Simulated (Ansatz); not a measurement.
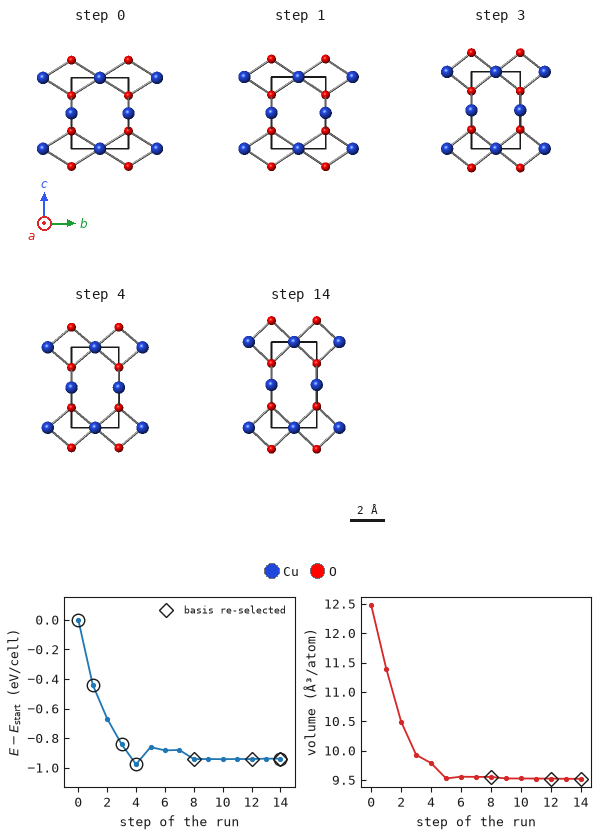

Frames of a relaxation of solid CuO (a generated structure, set up in P4_2/mmc), marked on the history of the run. A ball-and-stick model of the cell of the calculation, seen along the a axis.

The run lets cell and atoms move.

Method: Ansatz, Kohn-Sham DFT of a periodic cell, PBE, Ansatz PAW.

Input file:
```yaml
crystal:
  lattice:
    - [3.42205097, 0.0, 0.0]
    - [0.0, 3.42205097, 0.0]
    - [0.0, 0.0, 4.26046148]
  atoms:
    - { symbol: Cu, position: [0.0, 0.5, 0.0] }
    - { symbol: Cu, position: [0.5, 0.0, 0.5] }
    - { symbol: O, position: [0.0, 0.0, 0.25] }
    - { symbol: O, position: [0.0, 0.0, 0.75] }
hamiltonian:
  xc: pbe
  pseudopotentials: { kind: paw }
kpoints:
  mp_grid: { grid: [8, 8, 6] }
scf:
  occupations: { method: fermi_dirac, width: 0.05 }
output:
  forces: true
  stress: true
  eigenvalues: true
relax:
  f_tol: 0.01
  max_steps: 40
  cell: { stress_tol: 0.05, p_target: 30.0 }
```

Command:
```bash
ansatz run input.yaml --threads 2 --pin off --max-ram 5632MiB --backend cpu --events-out ev --progress --plain --runs-dir out
```

> What happens along the run?

The atoms keep their places relative to the cell (all moves are under 0.005 Å). The volume changes by −23.7 %, with a = b 3.422 → 2.719 Å (−20.5 %), c 4.260 → 5.151 Å (+20.9 %). Among the contacts that change: Cu–O 2.015 → 1.873 Å. Among the angles between lasting bonds that change: O–Cu–O 116.2° → 93.1°, Cu–O–Cu 116.2° → 93.1°, O–Cu–O 63.8° → 86.9°. The space group stays P4_2/mmc (No. 131). After 11 accepted moves (14 points after the start) the energy has fallen by 0.938 eV per cell of the calculation. With the target pressure of 30 GPa, the enthalpy E + pV changes by −3.149 eV per cell of the calculation. All forces vanish by symmetry, so only the cell relaxes. The pressure goes from −2.77 to 30.01 GPa. At 3 points the geometry stayed and the basis and grid were re-selected for the new cell (energy shift of 61.2 meV per cell of the calculation at most each time). The run took 28 s on 2 threads of Arm Neoverse V2, with other jobs on the host, peak memory 0.32 GiB. From step 0 to 1: volume −8.6 %, energy −0.439 eV per cell of the calculation. From step 1 to 3: volume −12.9 %, energy −0.402 eV per cell of the calculation. From step 3 to 4: volume −1.4 %, energy −0.135 eV per cell of the calculation. From step 4 to 14: volume −2.7 %, energy +38.5 meV per cell of the calculation.

```json
{"step": "0", "E − E(0), meV/atom": "0.00", "pressure, GPa": "-2.77", "volume, Å³/atom": "12.473", "note": ""}
{"step": "1", "E − E(0), meV/atom": "-109.81", "pressure, GPa": "7.66", "volume, Å³/atom": "11.396", "note": ""}
{"step": "2", "E − E(0), meV/atom": "-167.07", "pressure, GPa": "20.89", "volume, Å³/atom": "10.491", "note": ""}
{"step": "3", "E − E(0), meV/atom": "-210.40", "pressure, GPa": "29.91", "volume, Å³/atom": "9.928", "note": ""}
{"step": "4", "E − E(0), meV/atom": "-244.18", "pressure, GPa": "28.91", "volume, Å³/atom": "9.788", "note": ""}
{"step": "5", "E − E(0), meV/atom": "-215.06", "pressure, GPa": "30.63", "volume, Å³/atom": "9.527", "note": ""}
{"step": "6", "E − E(0), meV/atom": "-220.52", "pressure, GPa": "29.90", "volume, Å³/atom": "9.557", "note": ""}
{"step": "7", "E − E(0), meV/atom": "-219.95", "pressure, GPa": "30.00", "volume, Å³/atom": "9.554", "note": ""}
{"step": "8", "E − E(0), meV/atom": "-235.26", "pressure, GPa": "31.96", "volume, Å³/atom": "9.554", "note": "same geometry, new basis"}
{"step": "9", "E − E(0), meV/atom": "-235.14", "pressure, GPa": "30.67", "volume, Å³/atom": "9.527", "note": ""}
{"step": "10", "E − E(0), meV/atom": "-235.48", "pressure, GPa": "29.94", "volume, Å³/atom": "9.527", "note": ""}
{"step": "11", "E − E(0), meV/atom": "-235.15", "pressure, GPa": "30.00", "volume, Å³/atom": "9.525", "note": ""}
{"step": "12", "E − E(0), meV/atom": "-235.24", "pressure, GPa": "30.03", "volume, Å³/atom": "9.525", "note": "same geometry, new basis"}
{"step": "13", "E − E(0), meV/atom": "-234.57", "pressure, GPa": "30.01", "volume, Å³/atom": "9.521", "note": ""}
{"step": "14", "E − E(0), meV/atom": "-234.55", "pressure, GPa": "30.01", "volume, Å³/atom": "9.521", "note": "same geometry, new basis"}
```
